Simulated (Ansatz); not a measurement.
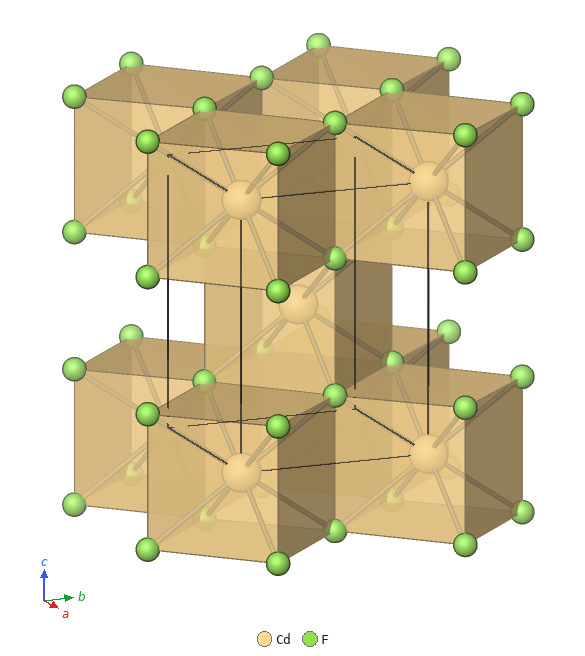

Polyhedral drawing of the structure, looking slightly off an axis. The conventional unit cell is outlined; an atom on or near a face, edge or corner is repeated at each equivalent position. A few atoms beyond the faces are included.

CdF2, space group Immm (No. 71), a = 3.753 Å, b = 3.867 Å, c = 5.388 Å, α = 90.00°, β = 90.00°, γ = 90.00°. Provenance: a structure type filled with these elements by a generator (whether the compound takes this form wasn't checked). The cell was then strained or its atoms displaced on purpose. A calculation with Ansatz used it as input.

This one geometry was computed with Ansatz (DFT, plane waves, PAW) at three levels of theory: HSE06, r2SCAN and PBE. It was relaxed with r2SCAN and then strained.

> Which level gives the highest pressure at this volume, and what does that say about its equilibrium volume?

Highest: PBE (5.5 GPa), which points to the largest equilibrium volume. Lowest, with the smallest volume: r2SCAN (0.1 GPa). Levels within 0.5 GPa of each other can't be told apart.

> How does the band gap change with the level of theory?

PBE: a gap of 3.10 eV, indirect; r2SCAN: a gap of 3.79 eV, indirect; HSE06: a gap of 5.21 eV, indirect.

> Collect the results in a table.

| level | cutoff (eV) | k-mesh of the run's cell | gap (eV) | pressure (GPa) |
| --- | --- | --- | --- | --- |
| HSE06 | 420 | 6×6×6 | 5.21 | 1.8 |
| r2SCAN | 500 | 8×8×8 | 3.79 | 0.1 |
| PBE | 420 | 8×8×8 | 3.10 | 5.5 |

Gaps are taken on the k-mesh or band path of each run.
